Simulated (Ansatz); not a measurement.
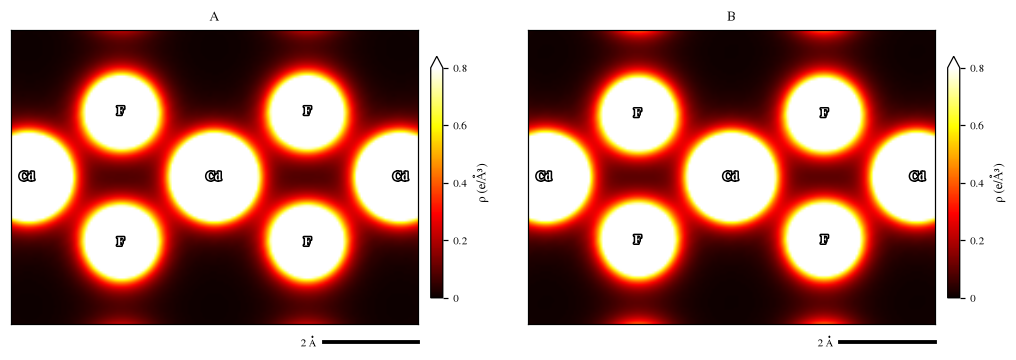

CdF2. The valence electron density of two cells that differ in size and shape, on the (011̄) plane of each (indices in the axes of the calculation cell), at one length scale and on one colour scale; one has 14.0 and the other 14.6 Å³ an atom.

Computed with DFT PBEsol, scalar-relativistic, plane waves, PAW in Ansatz.

Core electrons are frozen (PAW), and the valence fields are smoothed inside the atomic spheres.

Question: Which is the denser cell? Describe the effect of the change.

Answer: Panel B is the smaller cell, by 4 % in volume. From the larger cell to the smaller, Cd–F goes from 2.42 to 2.40 Å, and the density at its midpoint from 0.26 to 0.28 e/Å³; the pressure goes from −9 to −7 GPa.
